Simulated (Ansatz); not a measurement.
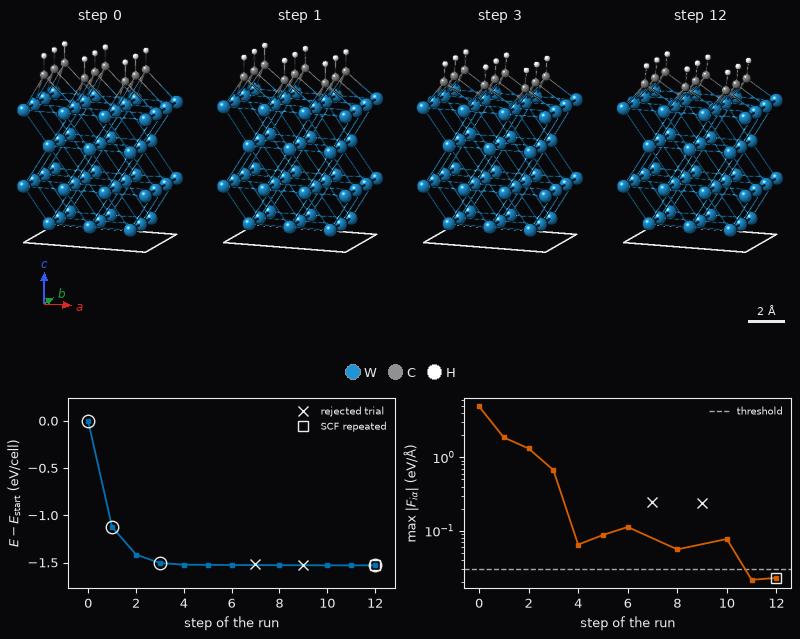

Frames of a constrained relaxation of a slab of composition HW₄C (cut from the Im-3m phase), marked on the history of the run. Style: ball-and-stick. Shown: the 3 × 3 repeat of the cell, outlined in the plane, without the vacuum, slightly off an axis.

Case: CH put at a hollow W-W-W site. The slab is the (1 1 0) face of W with CH on it. 2 atoms are held fixed.

All numbers below come from Ansatz, DFT PBEsol, scalar-relativistic, plane waves, PAW.

Input file:
```yaml
crystal:
  lattice:
    - [2.7317561375, 0.0, 0.0]
    - [-0.9105853792, 2.5755243858, 0.0]
    - [0.0, 0.0, 26.7914086385]
  atoms:
    - { symbol: W, position: [0.5, 0.5, 0.317265886] }
    - { symbol: W, position: [0.0, 0.0, 0.4005190503] }
    - { symbol: W, position: [0.5, 0.5, 0.4838411675] }
    - { symbol: W, position: [0.0, 0.0, 0.5640508702] }
    - { symbol: C, position: [0.3333333333, 0.6666666667, 0.6334761111] }
    - { symbol: H, position: [0.3333333333, 0.6666666667, 0.6745340493] }
basis:
  ecutwfc: 420
kpoints:
  mp_grid: { grid: [11, 11, 1] }
hamiltonian:
  xc: pbesol
scf:
  occupations: { method: gaussian, width: 0.1 }
output:
  forces: true
  eigenvalues: true
  write_density: true
  write_potential: true
  elf: true
  volumetric_format: npy
relax:
  adjacent_minimum: "off"
  f_tol: 0.03
  max_steps: 70
  constraints: [{ sites: [0, 1] }]
efield:
  axis: 3
  dipole_correction: true
  ramp_width: 0.04
```

Command:
```bash
ansatz run input.yaml --threads 1 --pin off --max-ram 2560MiB --backend cpu --events-out ev --progress --plain --runs-dir out
```

> Describe the path.

H6 moves most: 0.66 Å at 35° to the normal (−c side). Largest moves by element: H 0.66 Å, C 0.51 Å, W 0.11 Å. The cell doesn't change. Among the contacts that change: W4–C5 2.549 → 2.109 Å, W4–C5 (another image) 2.381 → 2.053 Å, W3–W4 3.097 → 3.196 Å, W3–W4 (another image) 2.666 → 2.751 Å. Among the angles between lasting bonds that change: W4–C5–W4 76.4° → 96.8°, W4–C5–H6 136.8° → 120.2°, W4–C5–W4 67.2° → 82.0°. Over 9 accepted moves (12 points after the start) the energy falls by 1.530 eV per cell of the calculation. The largest force component goes from 4.9 to 0.023 eV/Å. The line search rejected the trial steps at points 7, 9 of the run. 1 step only repeated the SCF at the same geometry. From step 0 to 1: W4 moves most (0.19 Å), energy −1.122 eV per cell of the calculation. From step 1 to 3: H6 moves most (0.39 Å), energy −0.382 eV per cell of the calculation. From step 3 to 12: H6 moves most (0.22 Å), energy −25.0 meV per cell of the calculation.

```csv
step,"E − E(0), meV/atom","largest force component, eV/Å",note
0,0.00,4.9243,
1,-187.04,1.8632,
2,-235.83,1.3183,
3,-250.76,0.6705,
4,-253.73,0.0649,
5,-254.06,0.0877,
6,-254.36,0.1126,
7,-253.34,0.2491,rejected
8,-254.64,0.0558,
9,-254.53,0.2375,rejected
10,-254.88,0.0774,
11,-254.93,0.0215,
12,-254.93,0.0228,"same geometry, SCF repeated"
```

Limits of the set-up: the periodic images lie only 2.7 Å apart, so the values are limited by the cell's size.
